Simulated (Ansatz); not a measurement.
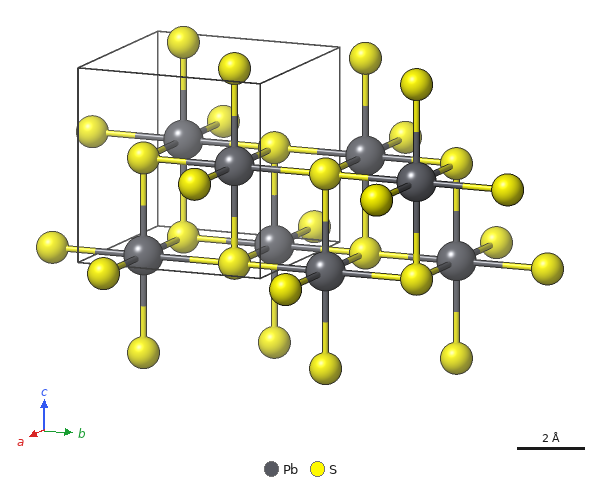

Reference structure: a crystal of PbS (built on the database structure type). A ball-and-stick model of the larger cell on standard axes (2 times the calculation's cell), repeated 1 × 2 × 1 with one cell outlined, seen slightly off an axis.

These are results of Ansatz, DFT, r2SCAN, plane waves, PAW, not measurements. (plane-wave cutoff 500 eV; k-point mesh 4 × 6 × 6; occupations fixed; no spin polarisation)

The variant: The cell is strained by −2.7 % along b and none across it (volume −2.7 %), the atoms keeping their fractional coordinates. No relaxation follows.

Question: Predict the response.

Answer: Among the bonded contacts that change: Pb–S 2.972 → 2.889 to 2.980 Å. The space group (tolerance 0.01 Å) goes from I4/mmm (No. 139) to Fmmm (No. 69). It costs 14.2 meV per atom. Pressure: 1.0 GPa before, 2.9 GPa after. The principal stresses (compression positive) are 5.8 GPa along b and 1.5 GPa across it. The forces stay under 0.01 eV/Å.

Drawn alike, the variant:

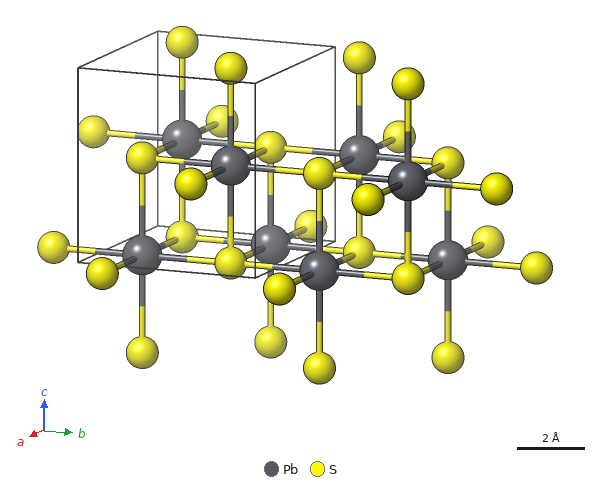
